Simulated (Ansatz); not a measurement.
# Which shape does a chain of Bi atoms take?

Several starts are relaxed for a free Bi wire one or two atoms wide. Which ends lowest, and how do the shapes conduct?

Set-up. Ansatz 0.2.0, plane waves with PAW datasets at the program's default cutoffs, Fermi-Dirac smearing of 0.05 eV, chains in boxes 7.5 Å wide or more, moments seeded when the perfect chain is relaxed. PBE, no spin-orbit coupling; each start relaxes its atoms and period within its symmetry. Energies are at zero smearing, an atom, against the lowest. Moments are absolute ones, the integral of |ρ↑ − ρ↓|.

Results:

| start | end shape | length an atom (Å) | shortest bond (Å) | moment an atom (μB) | energy (meV) | G (G₀) | gap (eV) |
| --- | --- | --- | --- | --- | --- | --- | --- |
| zigzag | zigzag | 2.09 | 2.90 | 0.00 | 0 | 1.00 | 0.00 |
| triangles | strip of triangles | 1.58 | 3.15 | 0.00 | 164 | 5.00 | 0.00 |
| linear | straight | 2.86 | 2.86 | 0.00 | 566 | 3.00 | 0.00 |
| dimer | straight | 2.86 | 2.86 | 0.00 | 566 | 3.00 | 0.00 |

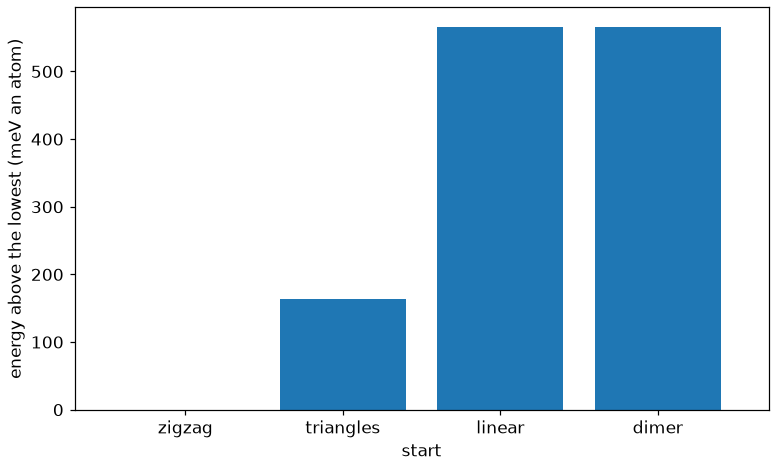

Energy of each relaxed start.

What this shows: The lowest energy comes from the zigzag start, which ends as a zigzag, 566 meV an atom under the linear chain with one atom a cell. The next lies 164 meV higher (triangles start). The conductance runs from 1.00 G₀ (zigzag start) to 5.00 G₀ (triangles start). Starts not in the table: antiparallel.

**Limits.** G is the ballistic value of the perfect, endless wire, half a G₀ a channel and spin, broadened at 300 K; a real contact scatters. Only planar forms with one or two atoms a cell were tried, each within the symmetry of its start; alternating bonds in a zigzag, helices and thicker wires were not. Meshes were fixed at the starting length, so energies are good to 15 or 20 meV and lengths to a few per cent; moments are the relaxation's, and the run that gives G can hold a somewhat different one. A wire pulled between tips is under tension, which favours longer forms than the free minimum. Spin-orbit coupling matters for this element. Series of this kind are told only where this holds: four starts or more, in boxes that share their narrower side and keep the chain far from its images. 25 of 55 did.
